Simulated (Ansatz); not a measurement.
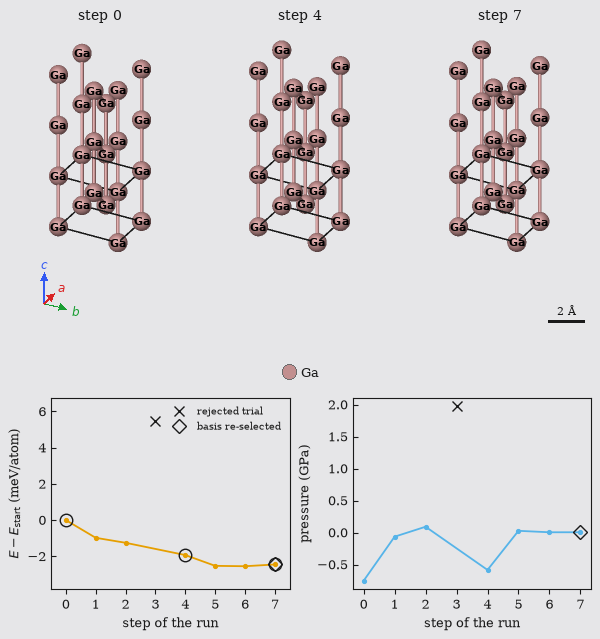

Frames of a relaxation of solid Ga (a generated structure, set up in P6/mmm), marked on the history of the run. Style: ball-and-stick. Shown: the cell of the calculation, repeated 1 × 1 × 3 with one cell outlined, from a free direction.

Phase: omega (AlB2-type).

All numbers below come from DFT, PBE, plane waves (420 eV) with PAW, scalar-relativistic (Ansatz).

Input
```yaml
crystal:
  lattice:
    - [4.8020307411, 0.0, 0.0]
    - [-2.4010153706, 4.1586806116, 0.0]
    - [0.0, 0.0, 2.9436448443]
  atoms:
    - { symbol: Ga, position: [0.0, 0.0, 0.0] }
    - { symbol: Ga, position: [0.3333333333, 0.6666666667, 0.5] }
    - { symbol: Ga, position: [0.6666666667, 0.3333333333, 0.5] }
hamiltonian:
  xc: pbe
  pseudopotentials:
    kind: paw
    azcp:
      Ga: "pseudopotentials/Ga.paw.azcp"
basis:
  ecutwfc: 420
  fft_grid_basis: typed
kpoints:
  mp_grid: { grid: [8, 8, 11], shift: [0, 0, 0] }
magnetization:
  spin_polarized: false
scf:
  occupations: { method: fermi_dirac, width: 0.1 }
relax:
  max_steps: 60
  f_tol: 0.01
  cell: {}
```

Launched with:
```bash
ansatz run input.yaml --threads 1 --pin off --max-ram 3584MiB --backend cpu --events-out ev --progress --plain --runs-dir out
```

Question: Describe the path.

Answer: No atom moves by more than 0.005 Å relative to the cell. Cell: a = b 4.802 → 4.707 Å (−2.0 %), c 2.944 → 3.017 Å (+2.5 %). Volume −1.5 %. Some distances before and after: Ga1–Ga1 2.944 → 3.017 Å, Ga2–Ga3 2.772 → 2.718 Å. The space group stays P6/mmm (No. 191). After 5 accepted moves (7 points after the start) the energy has fallen by 2.5 meV per atom. All forces vanish by symmetry, so only the cell relaxes. The pressure goes from −0.75 to 0.00 GPa. The line search rejected the trial step at point 3 of the run. At 1 point the geometry stayed and the basis and grid were re-selected for the new cell (energy shift of 0.1 meV per atom at most each time). From step 0 to 4: volume −0.3 %, energy −1.9 meV per atom. From step 4 to 7: volume −1.2 %, energy −0.5 meV per atom.
